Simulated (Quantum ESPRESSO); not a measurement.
# Band-structure run of W (part 2 of 2)

Continued. System: W (Im-3m, 1 atom in the cell). Method: Kohn-Sham DFT of a periodic cell, PBE, PseudoDojo 0.4.1 SR PBE standard, no spin polarisation (Quantum ESPRESSO 7.5); cutoff 1006.82 eV, 12×12×12 k-mesh, fermi-dirac of 0.05 eV. The structure derives from an entry of the Crystallography Open Database.

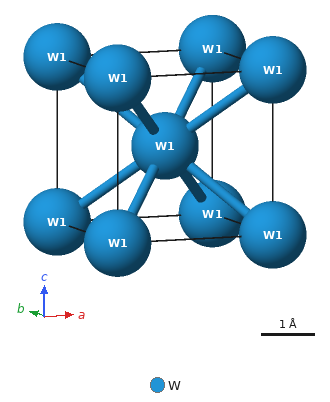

*The structure as given in the input (ball-and-stick view of the cell 2 times as large as that of the calculation, set on its symmetry axes, seen slightly off an axis; atoms are numbered from 1 in the order of the input). An atom can appear more than once, as a periodic image.*

**Log, continued**
```
   -51.5176 -16.2565 -15.6323 -15.3752  17.7113  19.1734  20.0984  24.9501
    25.6008  29.4826  33.8181  36.5250  37.9446

          k = 0.4330 0.3608 0.2165 (  1157 PWs)   bands (ev):

   -51.5046 -16.2965 -15.7486 -15.3868  17.7076  19.0378  21.1750  25.1318
    25.7570  31.0021  31.7005  35.5583  37.6173

          k = 0.0000-0.0722 0.2165 (  1143 PWs)   bands (ev):

   -51.6011 -15.5505 -15.3413 -15.2783  14.4653  20.8829  21.0990  22.4757
    23.1577  25.4113  38.5622  39.5985  39.6657

          k = 0.4330 0.2887 0.2887 (  1156 PWs)   bands (ev):

   -51.5040 -16.2193 -15.8027 -15.4289  18.1879  19.3826  20.2272  25.2256
    25.7057  31.2914  31.7038  35.8237  37.4050

          k = 0.5052 0.3608 0.2887 (  1158 PWs)   bands (ev):

   -51.4990 -16.1542 -15.9217 -15.4442  18.2378  19.5041  20.4758  25.4027
    25.7187  30.3749  32.7839  34.8311  37.6515

          k = 0.0000-0.1443 0.2887 (  1141 PWs)   bands (ev):

   -51.5681 -15.8663 -15.4481 -15.2779  15.6253  20.3060  20.6507  23.2424
    23.9690  25.6058  37.3606  39.4047  41.8652

          k = 0.0722-0.0722 0.2887 (  1143 PWs)   bands (ev):

   -51.5731 -15.7668 -15.4305 -15.3317  15.4968  20.6311  20.7833  22.6848
    23.4961  25.7414  38.0766  39.6202  41.2958

          k =-0.0000-0.2165 0.3608 (  1144 PWs)   bands (ev):

   -51.5350 -16.1716 -15.5529 -15.2761  16.4411  19.7861  20.6979  23.8445
    25.7753  25.8506  35.6394  37.7550  42.7222

          k = 0.0722-0.1443 0.3608 (  1140 PWs)   bands (ev):

   -51.5406 -16.0362 -15.5512 -15.3443  16.5679  19.9863  20.5341  23.0409
    25.1253  25.9722  36.3142  39.5005  42.3619

          k = 0.0000-0.2887 0.4330 (  1153 PWs)   bands (ev):

   -51.5107 -16.3883 -15.6283 -15.2747  16.5977  19.4364  21.5136  24.1762
    26.2878  27.7219  34.2956  35.8119  40.1294

          k = 0.0722-0.2165 0.4330 (  1147 PWs)   bands (ev):

   -51.5124 -16.2672 -15.6588 -15.3450  17.0646  19.7333  20.5887  23.6591
    25.9422  27.4183  34.8716  37.6783  40.5343

          k = 0.1443-0.1443 0.4330 (  1153 PWs)   bands (ev):

   -51.5130 -16.1895 -15.6994 -15.3765  17.4598  19.3685  20.6361  23.3513
    25.5859  27.5024  35.1446  38.9821  40.4579

          k =-0.8660-0.3608-0.3608 (  1148 PWs)   bands (ev):

   -51.5018 -16.4663 -15.6557 -15.2742  16.5658  19.3141  22.0881  24.0263
    26.8399  28.6309  33.4631  35.1874  38.8837

          k =-0.7939-0.2887-0.3608 (  1151 PWs)   bands (ev):

   -51.4961 -16.3985 -15.7207 -15.3440  17.0559  19.6329  21.0584  23.6850
    26.8105  29.1043  33.3277  36.4653  38.8133

          k =-0.7217-0.2165-0.3608 (  1149 PWs)   bands (ev):

   -51.4927 -16.2864 -15.8343 -15.3853  17.8248  19.3269  20.4887  23.8942
    25.8589  29.7450  33.3663  37.2474  39.6464

          k =-0.7217-0.2887-0.2887 (  1157 PWs)   bands (ev):

   -51.4853 -16.3177 -15.8888 -15.3869  17.8112  19.6018  20.2655  23.9985
    26.3940  31.1760  32.0567  36.1614  39.6037

          k =-0.6495-0.2165-0.2887 (  1154 PWs)   bands (ev):

   -51.4814 -16.2181 -16.0259 -15.3979  18.5129  19.1791  19.8674  24.7674
    25.6692  31.4539  32.5132  35.2968  41.2088

          k = 0.2887 0.2887 0.2887 (  1151 PWs)   bands (ev):

   -51.5209 -16.2250 -15.5053 -15.5053  18.3459  19.1893  19.1893  25.3465
    25.3465  29.6227  34.2363  36.9897  36.9897

          k = 0.3608 0.3608 0.2887 (  1151 PWs)   bands (ev):

   -51.5068 -16.2109 -15.6949 -15.5253  18.6301  19.0641  20.0362  25.4747
    25.7002  31.2704  31.7868  36.0852  36.4149

          k = 0.4330 0.4330 0.2887 (  1154 PWs)   bands (ev):

   -51.5017 -16.1738 -15.7968 -15.5326  18.5425  19.0301  20.7333  25.5290
    25.8085  30.3191  32.4250  35.7523  36.1351

          k = 0.0000 0.0000 0.2887 (  1164 PWs)   bands (ev):

   -51.5782 -15.6159 -15.4232 -15.4232  15.3113  21.3620  21.3620  21.8056
    22.5234  25.8699  38.8538  40.2336  40.9737

          k = 0.4330 0.3608 0.3608 (  1154 PWs)   bands (ev):

   -51.5007 -16.0725 -15.8403 -15.6183  18.8878  19.5194  20.0398  25.7099
    25.7984  29.8009  33.3041  35.0316  36.1211

          k = 0.0000-0.0722 0.3608 (  1150 PWs)   bands (ev):

   -51.5468 -15.8554 -15.5331 -15.4611  16.4099  20.4654  21.1367  22.1085
    23.7322  26.0365  37.0869  40.8694  42.4444

          k =-0.0000-0.1443 0.4330 (  1150 PWs)   bands (ev):

   -51.5153 -16.1277 -15.6409 -15.4562  17.2244  19.8399  20.7143  22.9208
    25.5856  26.2197  35.9202  39.6760  41.5076

          k = 0.0722-0.0722 0.4330 (  1150 PWs)   bands (ev):

   -51.5163 -16.0308 -15.6612 -15.5177  17.3637  19.5856  21.3387  22.4294
    24.8902  26.2110  36.4045  40.8812  41.8779

          k = 0.0000-0.2165 0.5052 (  1153 PWs)   bands (ev):

   -51.4921 -16.3256 -15.7186 -15.4483  17.3388  20.0792  20.4066  23.0864
    27.3515  27.4908  34.4844  38.0721  39.0438

          k = 0.0722-0.1443 0.5052 (  1147 PWs)   bands (ev):

   -51.4899 -16.2101 -15.7818 -15.5215  17.8781  19.1426  21.0431  23.0995
    25.8646  27.6744  35.3479  38.9458  40.0117

          k =-0.8660-0.2887-0.2887 (  1140 PWs)   bands (ev):

   -51.4836 -16.3972 -15.7467 -15.4450  17.2670  20.2968  20.3850  22.8827
    28.4386  28.5152  33.1451  37.7376  37.8289

          k =-0.7939-0.2165-0.2887 (  1156 PWs)   bands (ev):

   -51.4745 -16.3174 -15.8507 -15.5173  17.7783  19.4846  20.6072  23.1835
    27.1303  29.7579  33.2101  37.0617  39.6327

          k =-0.7217-0.1443-0.2887 (  1158 PWs)   bands (ev):

   -51.4712 -16.2386 -15.9508 -15.5323  18.5030  18.6019  20.5502  24.1209
    25.9413  30.1090  33.5167  36.7271  40.8580

          k =-0.7217-0.2165-0.2165 (  1159 PWs)   bands (ev):

   -51.4644 -16.2275 -16.0377 -15.5321  18.3724  18.9754  20.0475  24.6081
    26.2929  31.8459  32.2853  35.1134  41.8467

          k = 0.4330 0.4330 0.4330 (  1160 PWs)   bands (ev):

   -51.4995 -15.8540 -15.8540 -15.8540  19.5852  19.5852  19.5852  25.8515
    25.8515  29.1664  34.7830  34.7830  34.7830

          k = 0.0000 0.0000 0.4330 (  1136 PWs)   bands (ev):

   -51.5176 -15.8966 -15.6472 -15.6472  17.3367  19.7400  22.0188  22.0188
    23.9140  26.0473  36.9974  41.9415  41.9417

          k =-0.0000-0.0722 0.5052 (  1159 PWs)   bands (ev):

   -51.4882 -16.0731 -15.7590 -15.6894  17.9578  18.8979  22.1118  22.6751
    25.3344  26.3002  36.9661  39.9101  40.1519

          k = 0.0000-0.1443 0.5774 (  1150 PWs)   bands (ev):

   -51.4667 -16.2390 -15.8395 -15.6785  17.8806  18.7644  21.9393  22.7931
    27.1990  27.9561  34.8847  37.5205  40.0196

          k = 0.0722-0.0722 0.5774 (  1154 PWs)   bands (ev):

   -51.4638 -16.1599 -15.8952 -15.7288  18.1858  18.2284  22.1337  23.6416
    25.9789  27.7750  35.8456  37.5947  40.0914

          k =-0.8660-0.2165-0.2165 (  1152 PWs)   bands (ev):

   -51.4587 -16.3013 -15.8687 -15.6718  17.7124  18.8691  21.8619  22.6724
    28.1858  29.8010  32.7057  36.3229  40.5164

          k =-0.7939-0.1443-0.2165 (  1156 PWs)   bands (ev):

   -51.4496 -16.2241 -15.9842 -15.7241  17.8340  18.2731  21.8382  24.2109
    27.0357  30.2382  33.1611  35.4770  41.5751

          k =-0.7217-0.1443-0.1443 (  1156 PWs)   bands (ev):

   -51.4434 -16.1359 -16.1359 -15.7241  17.9478  17.9478  21.6353  26.0234
    26.0234  31.9280  33.0786  33.0786  43.9447

          k =-0.0000-0.0000 0.5774 (  1152 PWs)   bands (ev):

   -51.4611 -16.0581 -15.8747 -15.8747  18.0464  18.1001  23.4666  23.4666
    25.5761  26.5685  37.8402  37.8402  38.7986

          k = 0.0000-0.0722 0.6495 (  1153 PWs)   bands (ev):

   -51.4411 -16.1524 -15.9579 -15.9002  17.5748  17.8160  23.8756  24.0227
    26.9606  28.2321  34.8296  35.6192  40.6580

          k =-0.8660-0.1443-0.1443 (  1148 PWs)   bands (ev):

   -51.4338 -16.2039 -15.9880 -15.8916  17.3924  17.7013  23.8948  24.0817
    27.9436  30.4932  32.1705  34.4403  41.9598

          k =-0.7939-0.0722-0.1443 (  1158 PWs)   bands (ev):

   -51.4280 -16.1528 -16.0680 -15.9173  17.2924  17.4224  23.8859  25.7911
    27.1387  30.4354  32.8250  33.4354  41.5984

          k = 0.0000 0.0000 0.7217 (  1164 PWs)   bands (ev):

   -51.4223 -16.1036 -16.0429 -16.0429  17.0676  17.2217  25.7027  25.7027
    27.0713  28.9590  33.5224  33.5224  40.2892

          k =-0.8660-0.0722-0.0722 (  1158 PWs)   bands (ev):

   -51.4155 -16.1315 -16.0738 -16.0483  16.9111  16.9671  26.1753  26.2915
    27.7723  30.7381  31.4505  32.2810  39.8990

          k =-0.8660-0.8660-0.8660 (  1168 PWs)   bands (ev):

   -51.4088 -16.1048 -16.1048 -16.1048  16.7166  16.7166  27.7108  27.7108
    27.7108  30.7850  30.7850  30.7850  38.6560

     the Fermi energy is    22.4623 ev

!    total energy              =    -151.70571829 Ry
     estimated scf accuracy    <          1.3E-10 Ry
     smearing contrib. (-TS)   =      -0.00035387 Ry
     internal energy E=F+TS    =    -151.70536442 Ry

     The total energy is F=E-TS. E is the sum of the following terms:
     one-electron contribution =     -15.29057891 Ry
     hartree contribution      =      16.02017061 Ry
     xc contribution           =     -33.16365824 Ry
     ewald contribution        =    -119.27129788 Ry

     convergence has been achieved in   8 iterations

     Forces acting on atoms (cartesian axes, Ry/au):

     atom    1 type  1   force =     0.00000000    0.00000000    0.00000000

     Total force =     0.000000     Total SCF correction =     0.000000

     Computing stress (Cartesian axis) and pressure

          total   stress  (Ry/bohr**3)                   (kbar)     P=       59.24
   0.00040270   0.00000000   0.00000000           59.24        0.00        0.00
   0.00000000   0.00040270   0.00000000            0.00       59.24        0.00
   0.00000000   0.00000000   0.00040270            0.00        0.00       59.24

=------------------------------------------------------------------------------=
   JOB DONE.
=------------------------------------------------------------------------------=
```

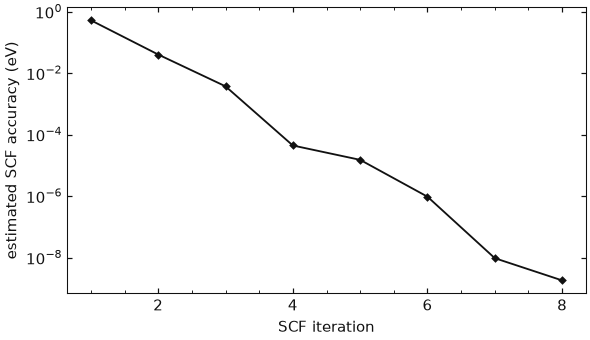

*Convergence of the self-consistent field: estimated SCF accuracy against the iteration.*

The field takes 8 iterations in all.

This output came from the following input.

**The input**
```
&CONTROL
  calculation = 'scf'
  prefix = 'pwscf'
  outdir = './tmp'
  pseudo_dir = './pseudo'
  tprnfor = .true.
  tstress = .true.
  disk_io = 'low'
/
&SYSTEM
  ibrav = 0
  nat = 1
  ntyp = 1
  ecutwfc = 74
  nbnd = 13
  occupations = 'smearing'
  smearing = 'fd'
  degauss = 0.00367493
/
&ELECTRONS
  conv_thr = 2d-10
  electron_maxstep = 120
  mixing_beta = 0.5
/
ATOMIC_SPECIES
W    183.8400 W.upf
CELL_PARAMETERS bohr
  -2.9901986847    2.9901986847    2.9901986847
   2.9901986847   -2.9901986847    2.9901986847
   2.9901986847    2.9901986847   -2.9901986847
ATOMIC_POSITIONS bohr
W      0.0000000000    0.0000000000    0.0000000000
K_POINTS automatic
12 12 12 0 0 0
```

**File bands.in**
```
&CONTROL
  calculation = 'bands'
  prefix = 'pwscf'
  outdir = './tmp'
  pseudo_dir = './pseudo'
  disk_io = 'low'
  verbosity = 'high'
/
&SYSTEM
  ibrav = 0
  nat = 1
  ntyp = 1
  ecutwfc = 74
  nbnd = 13
  occupations = 'smearing'
  smearing = 'fd'
  degauss = 0.00367493
/
&ELECTRONS
  conv_thr = 1d-08
  electron_maxstep = 120
  mixing_beta = 0.5
  diago_full_acc = .true.
  startingwfc = 'random'
/
ATOMIC_SPECIES
W    183.8400 W.upf
CELL_PARAMETERS bohr
  -2.9901986847    2.9901986847    2.9901986847
   2.9901986847   -2.9901986847    2.9901986847
   2.9901986847    2.9901986847   -2.9901986847
ATOMIC_POSITIONS bohr
W      0.0000000000    0.0000000000    0.0000000000
K_POINTS crystal
60
 0.0000000000  0.0000000000  0.0000000000 1
 0.0416666667 -0.0416666667  0.0416666667 1
 0.0833333333 -0.0833333333  0.0833333333 1
 0.1250000000 -0.1250000000  0.1250000000 1
 0.1666666667 -0.1666666667  0.1666666667 1
 0.2083333333 -0.2083333333  0.2083333333 1
 0.2500000000 -0.2500000000  0.2500000000 1
 0.2916666667 -0.2916666667  0.2916666667 1
 0.3333333333 -0.3333333333  0.3333333333 1
 0.3750000000 -0.3750000000  0.3750000000 1
 0.4166666667 -0.4166666667  0.4166666667 1
 0.4583333333 -0.4583333333  0.4583333333 1
 0.5000000000 -0.5000000000  0.5000000000 1
 0.4375000000 -0.4375000000  0.5000000000 1
 0.3750000000 -0.3750000000  0.5000000000 1
 0.3125000000 -0.3125000000  0.5000000000 1
 0.2500000000 -0.2500000000  0.5000000000 1
 0.1875000000 -0.1875000000  0.5000000000 1
 0.1250000000 -0.1250000000  0.5000000000 1
 0.0625000000 -0.0625000000  0.5000000000 1
 0.0000000000  0.0000000000  0.5000000000 1
 0.0000000000  0.0000000000  0.4444444444 1
 0.0000000000  0.0000000000  0.3888888889 1
 0.0000000000  0.0000000000  0.3333333333 1
 0.0000000000  0.0000000000  0.2777777778 1
 0.0000000000  0.0000000000  0.2222222222 1
 0.0000000000  0.0000000000  0.1666666667 1
 0.0000000000  0.0000000000  0.1111111111 1
 0.0000000000  0.0000000000  0.0555555556 1
 0.0000000000  0.0000000000  0.0000000000 1
 0.0227272727  0.0227272727  0.0227272727 1
 0.0454545455  0.0454545455  0.0454545455 1
 0.0681818182  0.0681818182  0.0681818182 1
 0.0909090909  0.0909090909  0.0909090909 1
 0.1136363636  0.1136363636  0.1136363636 1
 0.1363636364  0.1363636364  0.1363636364 1
 0.1590909091  0.1590909091  0.1590909091 1
 0.1818181818  0.1818181818  0.1818181818 1
 0.2045454545  0.2045454545  0.2045454545 1
 0.2272727273  0.2272727273  0.2272727273 1
 0.2500000000  0.2500000000  0.2500000000 1
 0.2708333333  0.1875000000  0.2708333333 1
 0.2916666667  0.1250000000  0.2916666667 1
 0.3125000000  0.0625000000  0.3125000000 1
 0.3333333333  0.0000000000  0.3333333333 1
 0.3541666667 -0.0625000000  0.3541666667 1
 0.3750000000 -0.1250000000  0.3750000000 1
 0.3958333333 -0.1875000000  0.3958333333 1
 0.4166666667 -0.2500000000  0.4166666667 1
 0.4375000000 -0.3125000000  0.4375000000 1
 0.4583333333 -0.3750000000  0.4583333333 1
 0.4791666667 -0.4375000000  0.4791666667 1
 0.5000000000 -0.5000000000  0.5000000000 1
 0.2500000000  0.2500000000  0.2500000000 1
 0.2083333333  0.2083333333  0.2916666667 1
 0.1666666667  0.1666666667  0.3333333333 1
 0.1250000000  0.1250000000  0.3750000000 1
 0.0833333333  0.0833333333  0.4166666667 1
 0.0416666667  0.0416666667  0.4583333333 1
 0.0000000000  0.0000000000  0.5000000000 1
```

Launched with:
```bash
OMP_NUM_THREADS=1 pw.x -in pw.in > pw.out
OMP_NUM_THREADS=1 pw.x -in bands.in > bands.out
```

**Key numbers**

| quantity | value |
| --- | --- |
| outcome | converged |
| space group (tolerance 0.01 Å) | Im-3m (229) |
| electrons treated | 14 |
| free energy | −2064.0614 eV |
| Fermi energy | 22.462 eV |
| gap on the k-point mesh | none (metallic) |
| pressure | 5.92 GPa |
| largest force (length of the vector) | under 0.001 eV/Å |
| hardware | 1 thread of Arm Neoverse V1, 24 GiB of memory available, shared host |
| wall time | 27 s |
| peak memory | 0.09 GiB |

**Notes**

Spin–orbit coupling is left out, which matters for W. The cell is under a pressure of 5.9 GPa at this level, so it is not at its equilibrium volume.
